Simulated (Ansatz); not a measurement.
# Dielectric response of KF (001) films, part 2 of 5

Wanted: ε of rocksalt KF (001) by finite fields on slabs, and the band edges against the vacuum where run.

Ansatz 0.2.0; plane-wave DFT, PBE, Ansatz PAW (the session's first sound run).

So far, gap on the k-mesh (eV): step 2 (relaxation, 6 atoms, units 3) 5.18.

### Step 3. Single point on the relaxed film, 6 atoms, units 3

The film was relaxed beforehand; a single point on the relaxed positions gives its levels and potential.

File input.yaml:

```yaml
crystal:
  lattice:
    - [3.78302128, 0.0, 0.0]
    - [0.0, 3.78302128, 0.0]
    - [0.0, 0.0, 23.35]
  atoms:
    - { symbol: K, position: [0.5, 0.5, 0.3838057247] }
    - { symbol: F, position: [0.0, 0.0, 0.3846992617] }
    - { symbol: K, position: [0.0, 0.0, 0.4999999997] }
    - { symbol: F, position: [0.5, 0.5, 0.4999999957] }
    - { symbol: K, position: [0.5, 0.5, 0.6161942776] }
    - { symbol: F, position: [0.0, 0.0, 0.6153007406] }
kpoints:
  mp_grid: { grid: [8, 8, 1] }
hamiltonian:
  xc: pbe
scf:
  occupations: { method: fixed }
  convergence: { dr2_threshold: 1.0e-09 }
efield:
  axis: 3
  dipole_correction: true
  ramp_position: 0.97
  ramp_width: 0.06
output:
  eigenvalues: true
  write_potential: true
  write_density: true
  volumetric_format: npy
```

Command:

```console
> ansatz run input.yaml --threads 8 --pin off --max-ram 12288MiB --backend cpu --events-out ev --progress --plain --runs-dir out
```

Numbers of over 12 decimals in the logs are rounded to 6 here.

The program printed:

```text
[...]
Crystal: 6 atoms, lattice volume = 334.168 Å³
Basis set: ecut = 420 eV, 6495 PW (Γ)
Bands: 30, of which v1, the nominal top of the filled ones, is band 24 counted from 1 (23 counted from 0)
Symmetry: 8 space group operations
k-points: 15 of 64
[...]
SCF iter   1: F=—  HF=-7046.095347 eV  |F-HF|=—  |Δ(HF+E_count)|=         —  Δρ=6.22e-4  dr2=1.38e-3  ethr=1.77e-3  p=0.000 e·Å  D=2.75e-8 V/Å  ΔV_dip=-0.00 eV  dr2_dipole=5.80e-10  V_vac-E_F(+/−)=5.94/5.94 eV  ⟨swp⟩=5.5  Hψ=1759  notcnv=0  defer=46
[...]
SCF iter   8: F=-7046.095752 eV  HF=-7046.095752 eV  |F-HF|=7.24e-10  |Δ(HF+E_count)|=   4.03e-9  Δρ=2.42e-7  dr2=9.41e-11  ethr=2.08e-12  p=0.000 e·Å  D=1.55e-8 V/Å  ΔV_dip=-0.00 eV  dr2_dipole=7.35e-16  V_vac-E_F(+/−)=5.98/5.98 eV  ⟨swp⟩=13.5  Hψ=2177  notcnv=0
SCF 1 converged in 8 iterations: F = -7046.095752 eV  dr2 = 9.41e-11
[...]
SCF converged after 8 iterations
Free energy (F): -7046.095752 eV
[...]
Internal energy: -7046.095752 eV  (E = F + TS)
E sigma→0 (E₀):  -7046.095752 eV
Fermi energy:    -3.383201 eV
Dipole field:    D = 0.000000 V/Å  (p = 0.000000 e·Å, saw-weighted, corrected)
Work function:   Φ+ = 5.9832 eV   Φ− = 5.9831 eV
[...]
--- Band table (eV; the first three rows and the last of 15) ---
  k-point 0: bands = [... 20 lower, -3.3957, -3.3957, -3.3832, -3.3832, 1.7989, 1.9557, 2.7375, 3.4902, ... 2 higher]
  k-point 1: bands = [... 20 lower, -3.4821, -3.4677, -3.4400, -3.4279, 1.9899, 2.1258, 2.9170, 3.6665, ... 2 higher]
  k-point 2: bands = [... 20 lower, -3.6423, -3.5452, -3.5342, -3.5042, 2.5202, 2.6168, 3.4364, 4.1746, ... 2 higher]
  k-point 14: bands = [... 20 lower, -3.5226, -3.4879, -3.4879, -3.4286, 4.9301, 4.9301, 5.6789, 5.6789, ... 2 higher]
```

Run time: 1.9 s. Hardware: 8 threads of Arm Neoverse V2, shared host; peak memory 0.76 GiB; 14 s of CPU time.

This step gave:

```yaml
dipole_along_the_normal: 8.06e-8 e·Å
electron_affinity_upper_face: 0.8011 eV
```

Running mean over 2.675 Å of the planar mean; the ramp of the sawtooth is left out. The electron's electrostatic potential energy less the highest filled level by z:

```
z (Å)  electron's electrostatic potential energy less the highest filled level (eV)
    3                                                                          5.98
    4                                                                          5.98
    5                                                                          5.98
    6                                                                          5.97
    7                                                                          5.60
    8                                                                          2.21
    9                                                                          1.26
   10                                                                          1.34
   11                                                                          1.30
   12                                                                          1.27
   13                                                                          1.37
   14                                                                          1.25
   15                                                                          1.50
   16                                                                          4.71
   17                                                                          5.94
   18                                                                          5.98
   19                                                                          5.98
   20                                                                          5.98
```

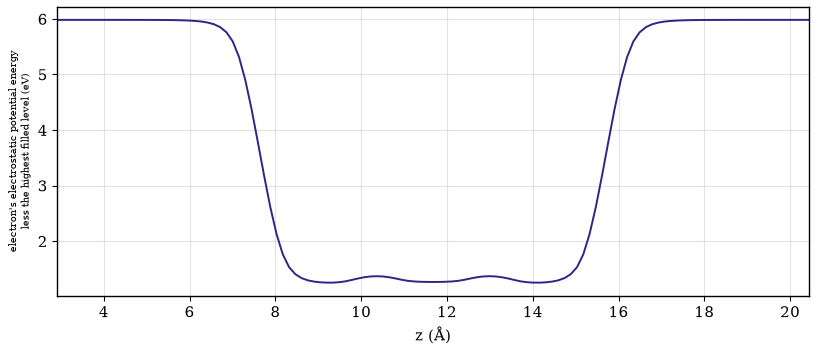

Electron's electrostatic potential energy less the highest filled level against z.

The gap is 5.18 eV, with the valence edge 5.98 eV and the conduction edge 0.80 eV under the upper vacuum level.

### Step 4. Atoms held, 6 atoms, units 3, field 0.05 V/Å

A sawtooth potential applies the field, turning back in the middle of the vacuum. With the dipole correction the typed value is the field outside the slab. The induced dipole is small, so the SCF threshold is tight.

Changes to input.yaml since step 3:

```diff
@@ -18,3 +18,3 @@
   occupations: { method: fixed }
-  convergence: { dr2_threshold: 1.0e-09 }
+  convergence: { dr2_threshold: 1.0e-10 }
 efield:
@@ -24,4 +24,4 @@
   ramp_width: 0.06
+  amplitude: 0.05
 output:
-  eigenvalues: true
   write_potential: true
```

The program printed:

```text
[...]
Crystal: 6 atoms, lattice volume = 334.168 Å³
Basis set: ecut = 420 eV, 6495 PW (Γ)
Bands: 30, of which v1, the nominal top of the filled ones, is band 24 counted from 1 (23 counted from 0)
Symmetry: 8 space group operations
k-points: 15 of 64
[...]
SCF iter   1: F=—  HF=-7050.892382 eV  |F-HF|=—  |Δ(HF+E_count)|=         —  Δρ=5.93e-2  dr2=1.38e1  ethr=3.10e-3  p=0.035 e·Å  D=1.90e-2 V/Å  ΔV_dip=-0.44 eV  dr2_dipole=3.02e-4  V_vac-E_F(+/−)=13.89/13.27 eV  ⟨swp⟩=5.9  Hψ=1691  notcnv=0  defer=56
[...]
SCF iter  12: F=-7046.096168 eV  HF=-7046.096168 eV  |F-HF|=2.36e-11  |Δ(HF+E_count)|=  1.55e-10  Δρ=1.26e-7  dr2=2.17e-11  ethr=1.00e-12  p=0.017 e·Å  D=9.02e-3 V/Å  ΔV_dip=-0.21 eV  dr2_dipole=4.08e-15  V_vac-E_F(+/−)=6.34/5.48 eV  ⟨swp⟩=12.6  Hψ=1904  notcnv=0
SCF 1 converged in 12 iterations: F = -7046.096168 eV  dr2 = 2.17e-11
[...]
SCF converged after 12 iterations
[...]
Free energy (F): -7046.096168 eV
[...]
Internal energy: -7046.096168 eV  (E = F + TS)
E sigma→0 (E₀):  -7046.096168 eV
Fermi energy:    -3.322252 eV
Dipole field:    D = 0.009015 V/Å  (p = 0.016649 e·Å, saw-weighted, corrected)
Work function:   not extracted (applied field tilts the vacuum); planar V_es + V_field profile in the machine report
[...]
--- Band table (eV; the first three rows and the last of 15) ---
  k-point 0: bands = [... 20 lower, -3.4564, -3.4564, -3.3223, -3.3223, 1.6997, 2.0455, 2.6580, 3.5085, ... 2 higher]
  k-point 1: bands = [... 20 lower, -3.5011, -3.4785, -3.4129, -3.3667, 1.8818, 2.2252, 2.8359, 3.7224, ... 2 higher]
  k-point 2: bands = [... 20 lower, -3.6157, -3.6071, -3.4805, -3.4723, 2.3943, 2.7351, 3.3521, 4.2405, ... 2 higher]
  k-point 14: bands = [... 20 lower, -3.5698, -3.4383, -3.4383, -3.4047, 4.9246, 4.9246, 5.6786, 5.6786, ... 2 higher]
```

The job ended after 2.2 s (8 threads; peak memory 0.75 GiB; 16 s of CPU time).

Numbers from this step:

* gap on the k-mesh: 5.022 eV
* dipole along the normal: 0.01665 e·Å

The dipole is 0.0166 e·Å, and the gap on the mesh 5.022 eV.

### Step 5. Single point, 6 atoms, units 3, field -0.05 V/Å

Changes to input.yaml since step 4:

```diff
@@ -24,3 +24,3 @@
   ramp_width: 0.06
-  amplitude: 0.05
+  amplitude: -0.05
 output:
```

The program printed:

```text
[...]
Crystal: 6 atoms, lattice volume = 334.168 Å³
Basis set: ecut = 420 eV, 6495 PW (Γ)
Bands: 30, of which v1, the nominal top of the filled ones, is band 24 counted from 1 (23 counted from 0)
Symmetry: 8 space group operations
k-points: 15 of 64
[...]
k-point 0: bands = [... 20 lower, -3.4564, -3.4564, -3.3223, -3.3223, 1.6997, 2.0455, 2.6580, 3.5085, ... 2 higher]
  k-point 1: bands = [... 20 lower, -3.5011, -3.4785, -3.4129, -3.3667, 1.8818, 2.2252, 2.8359, 3.7224, ... 2 higher]
  k-point 2: bands = [... 20 lower, -3.6157, -3.6071, -3.4805, -3.4723, 2.3943, 2.7351, 3.3521, 4.2405, ... 2 higher]
  k-point 14: bands = [... 20 lower, -3.5698, -3.4383, -3.4383, -3.4047, 4.9246, 4.9246, 5.6786, 5.6786, ... 2 higher]
[key lines of the parts left out:]
SCF converged after 12 iterations
Free energy (F): -7046.096168 eV
Fermi energy:    -3.322252 eV
Dipole field:    D = -0.009015 V/Å  (p = -0.016649 e·Å, saw-weighted, corrected)
```

Wall time 2.2 s (8 threads); peak memory 0.76 GiB; 16 s of CPU time.

The dipole is -0.0166 e·Å, and the gap on the mesh 5.022 eV.

### Step 6. Response with the atoms held, 6 atoms, units 3

This step: plane-wave DFT, PBE, Ansatz PAW; response to a field along the normal, atoms held (Ansatz 0.2.0).

The two fields give this film's response with the atoms held: the electronic part.

Numbers from this step:

```yaml
equivalent_conductor_thickness_p_eps_0ae: 4.210 Å
distance_between_the_outer_atoms: 5.426 Å
thickness: 8.025 Å
```

Local field over the applied field, running mean. From the potentials at -0.05 and 0.05 V/Å; running mean over 2.675 Å, taken twice. Local field over applied field against z:

```
z (Å)  local field over applied field
    5                           0.994
    6                           0.957
    7                           0.835
    8                           0.663
    9                           0.537
   10                           0.500
   11                           0.499
   12                           0.499
   13                           0.499
   14                           0.514
   15                           0.609
   16                           0.775
   17                           0.925
   18                           0.987
   19                           0.998
```

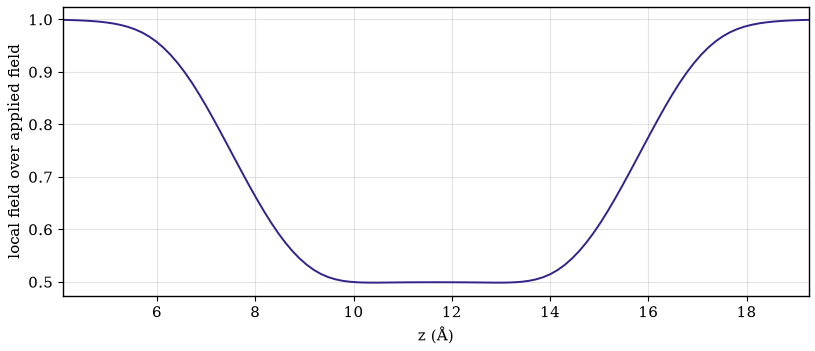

Local field over applied field against z.

The induced electron density oscillates, so the rows of the table below give means over windows of 1 Å about each position, cut where the curve ends. Its maxima inside the range that stand out by 2 % of the span (Å: e/Å³ per V/Å): 8.3: 0.00367, 9.0: 2.8e-4, 10.9: 0.00362, 13.7: 0.00377, 14.4: -6.0e-5. Its minima: 8.9: 6.0e-5, 9.6: -0.00376, 12.4: -0.00362, 14.3: -2.8e-4, 15.0: -0.00367.

Electrons, planar mean, per unit field. The induced electron density by z; means over each step:

```
z (Å)  induced electron density (e/Å³ per V/Å)
    5                                   9.6e-6
    6                                   8.5e-5
    7                                   6.3e-4
    8                                  0.00280
    9                                  -1.9e-4
   10                                 -0.00185
   11                                  0.00246
   12                                 -0.00166
   13                                  -1.6e-4
   14                                  0.00184
   15                                 -0.00256
   16                                 -0.00122
   17                                  -1.7e-4
   18                                  -2.1e-5
   19                                  -2.6e-6
```

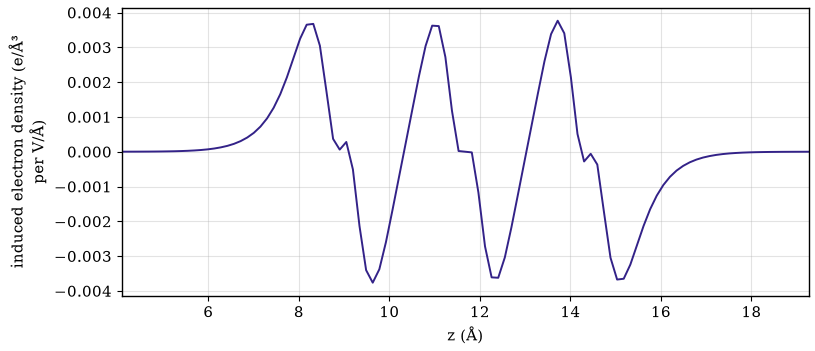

Induced electron density, plotted against z.

By hand: between -0.05 and 0.05 V/Å the dipole changes by 0.03330 e·Å, a slope of 0.3330 e·Å²/V. A perfect conductor of thickness t has p = ε₀AEt, so t = 180.95 × 0.3330 / 14.311 = 4.21 Å (e/ε₀ = 180.95 V·Å, A in Å²).

The induced dipole is that of a conductor 4.21 Å thick.

### Step 7. Field on, atoms free, 6 atoms, field 0.05 V/Å

This step: plane-wave DFT, PBE, Ansatz PAW (Ansatz 0.2.0).

Now the atoms may follow the field. A weak field makes forces of meV/Å to tens of meV/Å, so the force tolerance is set well below the usual one.

Changes to input.yaml since step 5:

```diff
@@ -24,3 +24,6 @@
   ramp_width: 0.06
-  amplitude: -0.05
+  amplitude: 0.05
+relax:
+  f_tol: 0.0006
+  max_steps: 70
 output:
```

The program printed:

```text
[...]
Crystal: 6 atoms, lattice volume = 334.168 Å³
Basis set: ecut = 420 eV, 6495 PW (Γ), exchange–correlation on 54×54×320 points (8 copies of the dense FFT grid, shifted against one another)
Bands: 30, of which v1, the nominal top of the filled ones, is band 24 counted from 1 (23 counted from 0)
Symmetry: 8 space group operations
k-points: 15 of 64
[...]
SCF iter   1: F=—  HF=-7050.891907 eV  |F-HF|=—  |Δ(HF+E_count)|=         —  Δρ=5.93e-2  dr2=1.38e1  ethr=3.10e-3  p=0.035 e·Å  D=1.90e-2 V/Å  ΔV_dip=-0.44 eV  dr2_dipole=3.02e-4  V_vac-E_F(+/−)=13.89/13.27 eV  ⟨swp⟩=5.9  Hψ=1691  notcnv=0  defer=56
[...]
SCF iter  12: F=-7046.095930 eV  HF=-7046.095930 eV  |F-HF|=9.09e-13  |Δ(HF+E_count)|=  2.04e-10  Δρ=1.29e-7  dr2=2.28e-11  ethr=1.00e-12  p=0.017 e·Å  D=9.01e-3 V/Å  ΔV_dip=-0.21 eV  dr2_dipole=2.20e-15  V_vac-E_F(+/−)=6.34/5.48 eV  ⟨swp⟩=6.0  Hψ=2083  notcnv=0
SCF 1 converged in 12 iterations: F = -7046.095930 eV  dr2 = 2.28e-11
[...]
relax step   1: F+E_penalty+E_count = -7046.09593029 eV  Δ(F+E_penalty+E_count) = +0.000e0 eV  max|allowed force component| = 2.841e-2 eV/Å  Δτ_max = 0.0000 Å  (12 SCF iters, accepted)
[...]
SCF iter   8: F=-7046.094929 eV  HF=-7046.094929 eV  |F-HF|=9.00e-11  |Δ(HF+E_count)|=  5.97e-10  Δρ=2.52e-7  dr2=6.36e-11  ethr=1.00e-12  p=0.057 e·Å  D=3.11e-2 V/Å  ΔV_dip=-0.73 eV  dr2_dipole=8.21e-14  V_vac-E_F(+/−)=6.08/5.73 eV  ⟨swp⟩=6.0  Hψ=2078  notcnv=0
SCF 2 converged in 8 iterations: F = -7046.094929 eV  dr2 = 6.36e-11
relax step   2: F+E_penalty+E_count = -7046.09492943 eV  Δ(F+E_penalty+E_count) = +1.001e-3 eV  max|allowed force component| = 5.874e-2 eV/Å  Δτ_max = 0.0185 Å  (8 SCF iters, rejected (line search))
SCF iter   1: F=—  HF=-7046.097241 eV  |F-HF|=—  |Δ(HF+E_count)|=         —  Δρ=3.50e-4  dr2=1.45e-3  ethr=3.49e-5  p=0.057 e·Å  D=3.11e-2 V/Å  ΔV_dip=-0.73 eV  dr2_dipole=5.99e-4  V_vac-E_F(+/−)=6.08/5.74 eV  ⟨swp⟩=4.3  Hψ=957  notcnv=0  defer=60
[...]
SCF iter   8: F=-7046.096294 eV  HF=-7046.096294 eV  |F-HF|=5.46e-12  |Δ(HF+E_count)|=  4.07e-10  Δρ=1.84e-7  dr2=3.94e-11  ethr=1.00e-12  p=0.031 e·Å  D=1.69e-2 V/Å  ΔV_dip=-0.39 eV  dr2_dipole=3.73e-14  V_vac-E_F(+/−)=6.30/5.62 eV  ⟨swp⟩=6.0  Hψ=2132  notcnv=0
SCF 3 converged in 8 iterations: F = -7046.096294 eV  dr2 = 3.94e-11
relax step   3: F+E_penalty+E_count = -7046.09629363 eV  Δ(F+E_penalty+E_count) = -3.633e-4 eV  max|allowed force component| = 3.717e-4 eV/Å  Δτ_max = 0.0055 Å  (8 SCF iters, accepted)
NSCF: frozen V_eff on 15 k-points
[...]
SCF converged after 8 iterations
[...]
Free energy (F): -7046.096294 eV
[...]
Internal energy: -7046.096294 eV  (E = F + TS)
E sigma→0 (E₀):  -7046.096294 eV
Fermi energy:    -3.376415 eV
Dipole field:    D = 0.016893 V/Å  (p = 0.031197 e·Å, saw-weighted, corrected)
Work function:   not extracted (applied field tilts the vacuum); planar V_es + V_field profile in the machine report
[...]
--- Forces (eV/Å), atoms counted from 1 ---
  atom   1  K      0.00000000     0.00000000    -0.00016142
  atom   2  F      0.00000000     0.00000000    -0.00012197
  atom   3  K      0.00000000     0.00000000    -0.00031156
  atom   4  F      0.00000000     0.00000000    -0.00011731
  atom   5  K      0.00000000     0.00000000     0.00034133
  atom   6  F     -0.00000000     0.00000000     0.00037180
  max |Σ_I F_I| component: 8.76e-7 eV/Å
--- Band table (eV; the first three rows and the last of 15) ---
  k-point 0: bands = [... 20 lower, -3.4025, -3.4025, -3.3764, -3.3764, 1.7675, 1.9788, 2.7208, 3.5088, ... 2 higher]
  k-point 1: bands = [... 20 lower, -3.4862, -3.4623, -3.4469, -3.4210, 1.9538, 2.1537, 2.9001, 3.7080, ... 2 higher]
  k-point 2: bands = [... 20 lower, -3.6431, -3.5525, -3.5268, -3.5030, 2.4736, 2.6555, 3.4188, 4.2263, ... 2 higher]
  k-point 14: bands = [... 20 lower, -3.5258, -3.4848, -3.4848, -3.4275, 4.9299, 4.9299, 5.6787, 5.6787, ... 2 higher]
--- Relaxed structure (3 steps of the walk, 2 accepted, 0 SCFs on fresh bases) ---
  F+E_penalty+E_count = -7046.09629363 eV   max|allowed force component| = 3.717e-4 eV/Å
  atoms:
    - { symbol: K, position: [0.5, 0.5, 0.384033] }
    - { symbol: F, position: [0, 0.0, 0.384472] }
    - { symbol: K, position: [0, 0.0, 0.500104] }
    - { symbol: F, position: [0.5, 0.5, 0.499903] }
    - { symbol: K, position: [0.5, 0.5, 0.616422] }
    - { symbol: F, position: [0, 0.0, 0.615066] }
```

Elapsed: 4.4 s, on 8 threads; peak memory 0.75 GiB; 32 s of CPU time.

The steps of the relaxation:

```
step  energy less that of the first step (eV)  largest force component (eV/Å)
   1                                   0.0000                          0.0284
   2                                   0.0010                          0.0587
   3                                  -0.0004                          0.0004
```

Relaxation step 2 was tried and not accepted.

Forces are held to the 8 operations that the run works with; a distortion that breaks them can't arise in this run.

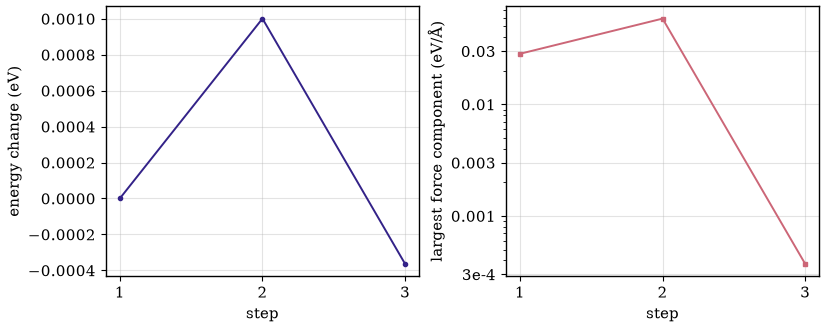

Energy and largest force along the relaxation.

The relaxed structure:

```cif
data_structure
_symmetry_space_group_name_H-M 'P 1'
_symmetry_Int_Tables_number 1
_cell_length_a 3.7830
_cell_length_b 3.7830
_cell_length_c 23.3500
_cell_angle_alpha 90.000
_cell_angle_beta 90.000
_cell_angle_gamma 90.000
_cell_volume 334.17
loop_
_atom_site_label
_atom_site_type_symbol
_atom_site_fract_x
_atom_site_fract_y
_atom_site_fract_z
_atom_site_occupancy
K1 K 0.50000 0.50000 0.38403 1
F2 F 0.00000 0.00000 0.38447 1
K3 K 0.00000 0.00000 0.50010 1
F4 F 0.50000 0.50000 0.49990 1
K5 K 0.50000 0.50000 0.61642 1
F6 F 0.00000 0.00000 0.61507 1
```

Numbers from this step:

| Quantity | Value |
| --- | --- |
| gap on the k-mesh | 5.144 eV |
| dipole along the normal | 0.03120 e·Å |

The relaxation took 3 steps and lowered the energy by 3.6e-4 eV; the largest force on the free atoms ends at 3.7e-4 eV/Å.

The dipole is 0.0312 e·Å, and the gap on the mesh 5.144 eV.

### Step 8. Field on, atoms free, 6 atoms, field -0.05 V/Å

The opposite sign, again from the field-free geometry; the difference of the two cancels what relaxes without a field.

Changes to input.yaml since step 7:

```diff
@@ -24,3 +24,3 @@
   ramp_width: 0.06
-  amplitude: 0.05
+  amplitude: -0.05
 relax:
```

The program printed:

```text
[...]
Crystal: 6 atoms, lattice volume = 334.168 Å³
Basis set: ecut = 420 eV, 6495 PW (Γ), exchange–correlation on 54×54×320 points (8 copies of the dense FFT grid, shifted against one another)
Bands: 30, of which v1, the nominal top of the filled ones, is band 24 counted from 1 (23 counted from 0)
Symmetry: 8 space group operations
k-points: 15 of 64
[...]
--- Relaxed structure (4 steps of the walk, 3 accepted, 0 SCFs on fresh bases) ---
  F+E_penalty+E_count = -7046.09629375 eV   max|allowed force component| = 2.459e-4 eV/Å
  atoms:
    - { symbol: K, position: [0.5, 0.5, 0.383567] }
    - { symbol: F, position: [0, 0.0, 0.384924] }
    - { symbol: K, position: [0, 0.0, 0.499897] }
    - { symbol: F, position: [0.5, 0.5, 0.500096] }
    - { symbol: K, position: [0.5, 0.5, 0.615976] }
    - { symbol: F, position: [0, 0.0, 0.615539] }
[key lines of the parts left out:]
SCF converged after 5 iterations
Free energy (F): -7046.096294 eV
Fermi energy:    -3.376223 eV
Dipole field:    D = -0.016887 V/Å  (p = -0.031185 e·Å, saw-weighted, corrected)
```

It took 5.2 s on 8 threads; peak memory 0.76 GiB; 38 s of CPU time.

Step by step:

```
step  energy less that of the first step (eV)  largest force component (eV/Å)
   1                                   0.0000                          0.0284
   2                                   0.0010                          0.0587
   3                                  -0.0004                          0.0016
   4                                  -0.0004                          0.0002
```

Relaxation step 2 was tried and not accepted.

Forces are held to the 8 operations that the run works with; a distortion that breaks them can't arise in this run.

Final coordinates:

```xyz
6
Lattice="3.7830 0.0000 0.0000 0.0000 3.7830 0.0000 0.0000 0.0000 23.3500" Properties=species:S:1:pos:R:3
K     1.8915    1.8915    8.9563
F     0.0000    0.0000    8.9880
K     0.0000    0.0000   11.6726
F     1.8915    1.8915   11.6772
K     1.8915    1.8915   14.3830
F     0.0000    0.0000   14.3728
```

The relaxation took 4 steps and lowered the energy by 3.6e-4 eV; the largest force on the free atoms ends at 2.5e-4 eV/Å.

The dipole is -0.0312 e·Å, and the gap on the mesh 5.144 eV.

(Part 2 of 5 ends here.)

[Logs are printed without paths, hosts, clocks, repeated set-up lines and the standing remarks that a program may print on its own settings, such as how far it seeks lower states.]

[Hosts, paths, dates, database ids (printed as entryN), source tags and the programs' standing remarks are cut or masked in the printed files.]

[Maps of the electrostatic potential energy from Ansatz leave out the sawtooth potential of an applied field or a dipole correction, so their vacuum need not be flat; planar profiles and work functions include it.]
